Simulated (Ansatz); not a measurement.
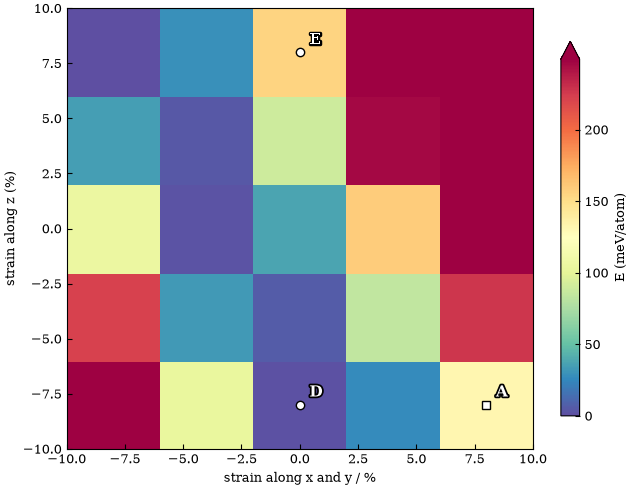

Au (Im-3m, No. 229; 1 atom in the cell). 
- The cell is strained homogeneously, by one strain along x and y and another along z, with fractional coordinates fixed (x, y and z along the cube axes).
- The first coordinate is: strain along x and y; the second: strain along z.
- The scan uses a 5 × 5 grid.
- Points are written as (first, second).
- Energies are in meV/atom, from the lowest grid point.
- The reference cell is the one listed in the database, not relaxed at this level.
- Computed with DFT PBEsol, scalar-relativistic, plane waves, PAW in Ansatz 0.2.0. Settings: cutoff 420 eV, k-mesh 20×20×20, gaussian smearing 0.15 eV, no spin polarisation.

The picture shows one coloured cell a grid point, one colour for all values above the top of the scale, lettered points.

Rank the lettered points by energy, lowest first.

D (1.6 meV/atom), A (132 meV/atom), E (156 meV/atom).
